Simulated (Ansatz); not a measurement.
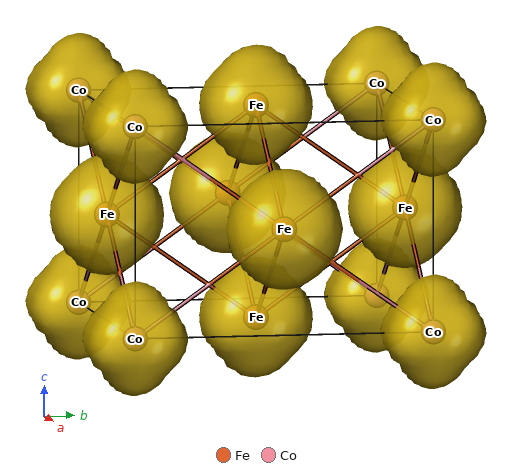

The picture shows: Fe₃Co. Isosurface of the magnetisation density (up minus down) at +0.3 e/Å³ (yellow), seen slightly off an axis. Sticks mark near contacts.

Space group P4/mmm; a structure from a database of computed crystals, not necessarily the ambient phase; spin-polarised.

These are results of DFT LDA, scalar-relativistic, plane waves, PAW (Ansatz 0.2.0), not measurements.

Q: Where is the spin, and how is it ordered?

A: The spin density sits on Fe: +2.4 μB (×2) and +2.1 μB; Co: +1.7 μB in one cell of 4 atoms: parallel main moments (a ferromagnetic arrangement) in this solution. The cell of the calculation (4 atoms) carries 8.7 μB of net spin moment.
